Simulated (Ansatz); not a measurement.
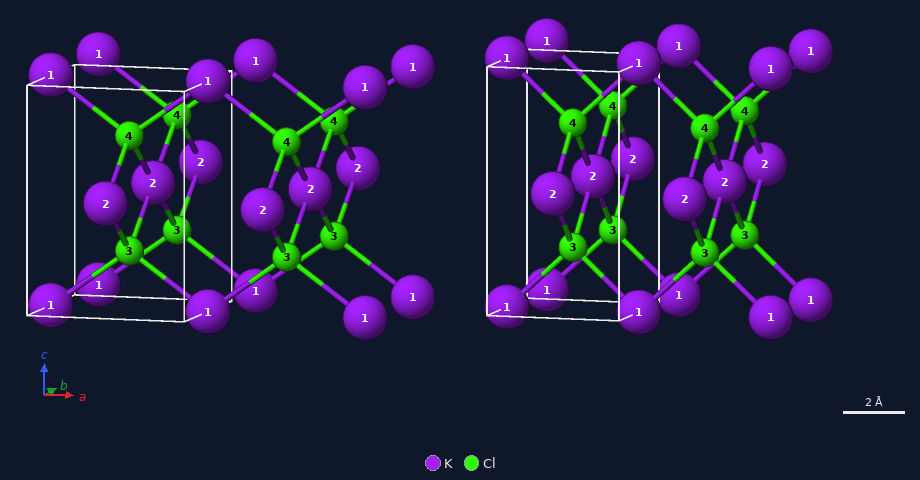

Two geometries of solid KCl (a generated structure, set up in P4_2/mmc), drawn at one scale. One is the start of a relaxation, the other its converged end. Style: ball-and-stick. Shown: the cell of the calculation, repeated 2 × 2 × 1 with one cell outlined, slightly off an axis.

Method: Ansatz 0.2.0, DFT PBE, scalar-relativistic, plane waves, PAW. (plane-wave cutoff 420 eV; k-point mesh 4 × 4 × 4; occupations gaussian; smearing width 0.02 eV; no spin polarisation; cell and atoms relaxed; force threshold 0.01 eV/Å; at most 80 steps)

Q: Which geometry has the lower energy?

A: The right one is the relaxed one. Over 5 accepted moves (6 points after the start) the energy falls by 122 meV per atom. All forces vanish by symmetry, so only the cell relaxes. The pressure goes from −1.33 to 0.02 GPa. The SCF was repeated once at an unchanged geometry on a basis and grid sized afresh for the cell, which shifted the energy by less than 0.05 meV per atom at most. No atom moves by more than 0.005 Å relative to the cell. The volume changes by −23.9 %, with a = b 5.413 → 4.543 Å (−16.1 %), c 7.656 → 8.272 Å (+8.0 %). Among the contacts that change: K1–Cl3 3.315 → 3.072 Å, K1–Cl4 3.315 → 3.072 Å. Among the angles between lasting bonds that change: Cl3–K1–Cl4 70.5° → 84.6°, Cl3–K1–Cl3 109.5° → 95.4°, K1–Cl3–K1 109.5° → 95.4°. The space group stays P4_2/mmc (No. 131).
